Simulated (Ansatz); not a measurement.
Input file:

```
crystal:
  lattice:
    - [5.6324246428, 0.0, 0.0]
    - [0.0, 5.6324246428, 0.0]
    - [0.0, 0.0, 23.9740884892]
  atoms:
    - { symbol: Al, position: [0.25, 0.25, 0.3336936044] }
    - { symbol: Al, position: [0.25, 0.75, 0.3336936044] }
    - { symbol: Al, position: [0.75, 0.25, 0.3336936044] }
    - { symbol: Al, position: [0.75, 0.75, 0.3336936044] }
    - { symbol: Al, position: [0.5, 0.5, 0.4167567344] }
    - { symbol: Al, position: [0.5, 0.0, 0.4167567344] }
    - { symbol: Al, position: [0.0, 0.5, 0.4167567344] }
    - { symbol: Al, position: [0.0, 0.0, 0.4167567344] }
    - { symbol: Al, position: [0.75, 0.75, 0.4970650809] }
    - { symbol: Al, position: [0.75, 0.25, 0.4970650809] }
    - { symbol: Al, position: [0.25, 0.75, 0.4970650809] }
    - { symbol: Al, position: [0.25, 0.25, 0.4970650809] }
    - { symbol: Al, position: [0.0, 0.0, 0.5829494246] }
    - { symbol: Al, position: [0.0, 0.5, 0.5829494246] }
    - { symbol: Al, position: [0.5, 0.0, 0.5829494246] }
    - { symbol: Al, position: [0.5, 0.5, 0.5829494246] }
    - { symbol: "N", position: [0.0, 0.25, 0.6805548039] }
    - { symbol: "N", position: [0.0839642976, 0.426322446, 0.6805548039] }
basis:
  ecutwfc: 420
kpoints:
  mp_grid: { grid: [4, 4, 1] }
hamiltonian:
  xc: pbe
  dispersion: d3bj
scf:
  occupations: { method: gaussian, width: 0.1 }
output:
  forces: true
  eigenvalues: true
  write_density: true
  write_potential: true
  elf: true
  volumetric_format: npy
relax:
  adjacent_minimum: "off"
  f_tol: 0.04
  max_steps: 100
  constraints: [{ sites: [0, 1, 2, 3, 4, 5, 6, 7] }]
efield:
  axis: 3
  dipole_correction: true
  ramp_width: 0.04
```

Run with:

```sh
ansatz run input.yaml --threads 2 --pin off --max-ram 6144MiB --backend cpu --events-out ev --progress --plain --runs-dir out
```

The fields are those of the relaxed geometry.

These are results of DFT PBE+D3(BJ), scalar-relativistic, plane waves, PAW in Ansatz 0.2.0, not measurements.

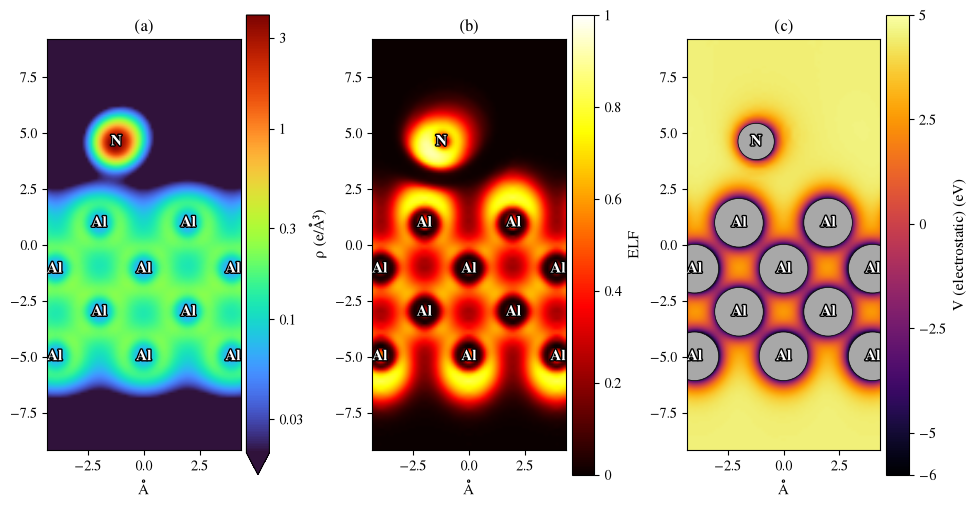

Al8N (slab). (a) valence pseudo-density; (b) electron localisation function; (c) electrostatic potential (local pseudopotential plus Hartree) felt by an electron on the (110) plane of the calculation cell, a cut from vacuum to vacuum. Grey discs cover the atomic cores in the potential map.

In a PAW calculation such maps are meaningful between the atoms, not at the nuclei.

**What do the fields say about this system?**

The plane passes through Al and N nuclei.
Al–Al (2.77 Å): the density is about 0.23 e/Å³ at the midpoint; the ELF peaks at about 0.65 between the atoms.
Al–Al (2.82 Å): ρ at the midpoint is about 0.21 e/Å³; the ELF peaks at about 0.60 between the atoms.
Al–Al (2.86 Å): the density is about 0.2 e/Å³ at the midpoint; the ELF peaks at about 0.60 between the atoms.
The density dies away to nearly zero in the vacuum.
The ELF also peaks beside N, away from the bonds: lone-pair regions.
Outside the cores the potential energy rises away from the atoms and is highest in the vacuum; its zero is arbitrary.

**Does the calculation make it a metal, or give it a gap?**

It is metallic or semimetallic at this level of theory: no gap opens.
